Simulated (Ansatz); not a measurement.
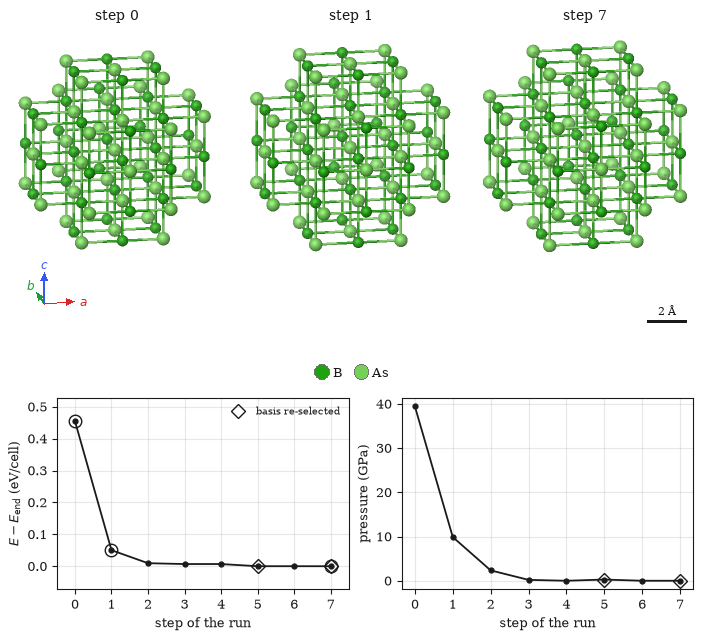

Frames of a relaxation of a crystal of BAs (built on the rocksalt type), marked on the history of the run. Style: ball-and-stick. Shown: the conventional cell (4 times the calculation's cell), slightly off an axis. Lengths and directions refer to the drawn axes.

Method: DFT, PBE, plane waves, PAW (Ansatz).

The input:
```yaml
crystal:
  lattice:
    - [0.0, 2.158618, 2.158618]
    - [2.158618, 0.0, 2.158618]
    - [2.158618, 2.158618, 0.0]
  atoms:
    - { symbol: B, position: [0.0, 0.0, 0.0] }
    - { symbol: As, position: [0.5, 0.5, 0.5] }
kpoints:
  mp_grid: { grid: [10, 10, 10] }
hamiltonian:
  xc: pbe
scf:
  occupations: { method: fermi_dirac, width: 0.02 }
relax:
  f_tol: 0.005
  cell: {}
```

Command:
```bash
ansatz run input.yaml --threads 2 --pin off --max-ram 2211MiB --backend cpu --events-out ev --progress --plain --runs-dir out
```

**Describe the path.**

The atoms keep their places relative to the cell (all moves are under 0.005 Å). Cell: a = b = c 4.317 → 4.611 Å (+6.8 %). Volume +21.8 %. Among the contacts that change: B1–As2 2.159 → 2.305 Å. The space group stays Fm-3m (No. 225). Over 5 accepted moves (7 points after the start) the energy falls by 0.455 eV per cell of the calculation. All forces vanish by symmetry, so only the cell relaxes. Pressure: 39.42 GPa at the start and 0.01 GPa at the end. At 2 points the geometry stayed and the basis and grid were re-selected for the new cell (energy shift of 6.8 meV per cell of the calculation at most each time). From step 0 to 1: volume +13.9 %, energy −0.405 eV per cell of the calculation. From step 1 to 7: volume +6.9 %, energy −50.3 meV per cell of the calculation.
